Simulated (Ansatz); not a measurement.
```
CELL_PARAMETERS angstrom
2.83171 0.00000 0.00000
-1.41586 2.45234 0.00000
0.00000 0.00000 4.47212
ATOMIC_POSITIONS crystal
Ti 0.66667 0.33333 0.75000
Ti 0.33333 0.66667 0.25000
```

Space group P6₃/mmc; computed pressure about 10 GPa in this cell.

Method: Kohn-Sham DFT of a periodic cell, PBEsol, Ansatz PAW in Ansatz 0.2.0.

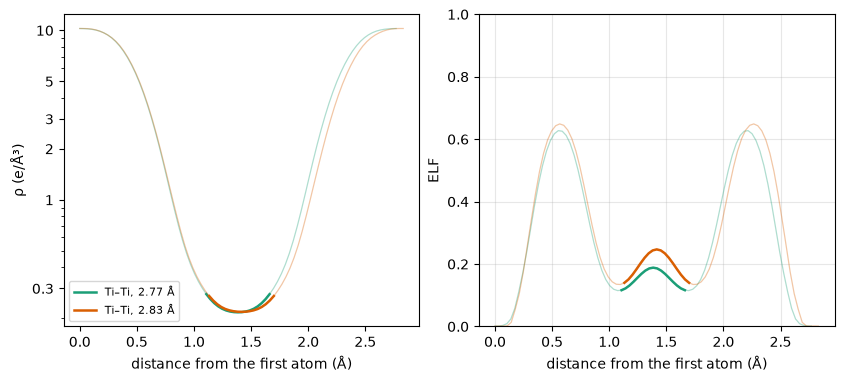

Ti. Valence electron density and ELF along straight lines between neighbouring atoms. Thin, pale parts lie inside the atomic spheres.

Core electrons are frozen (PAW), and the valence fields are smoothed inside the atomic spheres.

Compare the contacts.

Answer. Ti–Ti (2.77 Å): ρ at the midpoint is about 0.22 e/Å³; the ELF is about 0.20 at the midpoint (no localised pair shows between them).
Ti–Ti (2.83 Å): ρ is about 0.22 e/Å³ halfway; the ELF is about 0.25 at the midpoint (no shared electron pair shows on this line).
